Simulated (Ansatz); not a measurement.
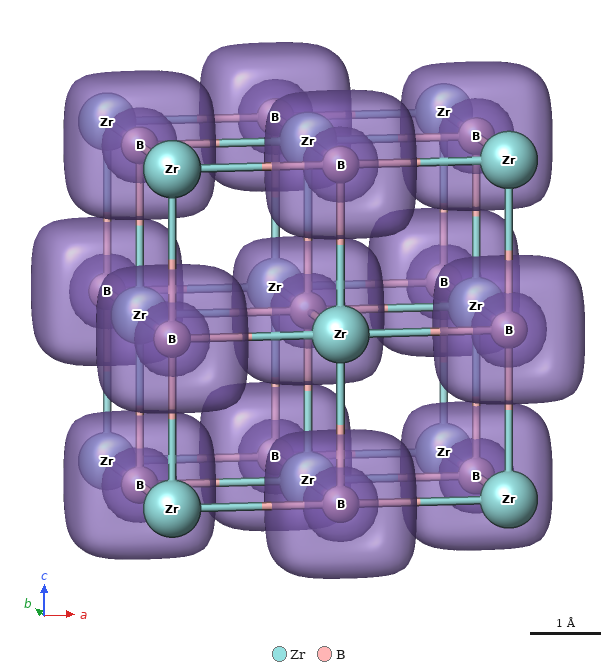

*ZrB. Isosurface of the ELF at 0.55 (purple), seen slightly off an axis. Only the valence region is drawn (cores and ρ < 0.01 e/Å³ removed). Sticks mark near contacts.*

Space group Fm-3m; a structure generated by program, which may or may not match a known phase; computed without spin polarisation.

All numbers below come from DFT PBE, scalar-relativistic, plane waves, PAW (Ansatz).

Core electrons are frozen (PAW), and the valence fields are smoothed inside the atomic spheres.

> Where are the electrons localised?

The surface consists of four regions wrapped around B (the valence shell of each), counted in one cell of 8 atoms. Any copies at cell faces, edges or corners count once. Along the contacts the grid gives the following. Zr–B (2.45 Å): the ELF peaks at about 0.75 in the valence shell of B, 0.8 Å from its nucleus, and is about 0.25 at the midpoint.
